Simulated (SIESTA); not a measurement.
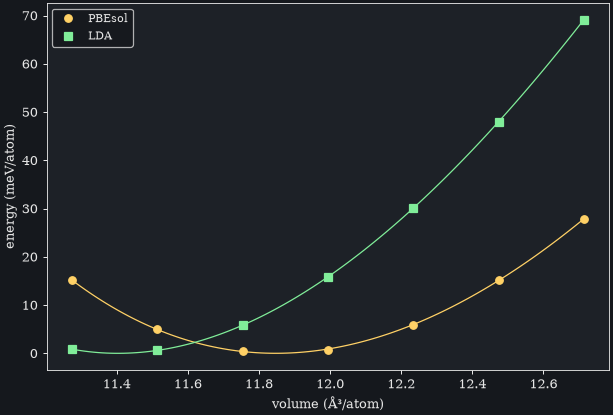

The picture above shows the energy against volume, with one curve for each functional, for Cu (space group Cmcm).

How it was computed, with SIESTA 5.4.2: DFT in numerical atomic orbitals with pseudopotentials, no spin polarisation; energies at scaled volumes of the given cell, shape and fractions fixed, counted from the fit's minimum, third-order Birch-Murnaghan fit. All runs: no spin polarisation.

- k mesh: 11×11×11
- occupations: Fermi–Dirac
- smearing width: 0.05 eV
- potentials: PseudoDojo 0.4 standard, converted to PSML, two zetas on semicore shells

Order the curves by fitted equilibrium volume, smallest first.

Answer. LDA 11.403, PBEsol 11.847 Å³/atom.

Order the curves by fitted bulk modulus, smallest first.

Answer. PBEsol 160.2, LDA 184.1 GPa.

Keep in mind: mulliken charges of long orbitals; short basis over semicore shells; shape and atomic fractions are frozen while scaling, which makes layered, chain and framework solids too stiff.

The computed values:

PBEsol:
```csv
volume (Å³/atom),energy (meV/atom)
11.27,15.16
11.51,4.95
11.75,0.44
11.99,0.78
12.23,5.91
12.47,15.17
12.71,27.79
```

LDA:
```csv
volume (Å³/atom),energy (meV/atom)
11.27,0.86
11.51,0.61
11.75,5.80
11.99,15.87
12.23,30.08
12.47,47.95
12.71,69.14
```
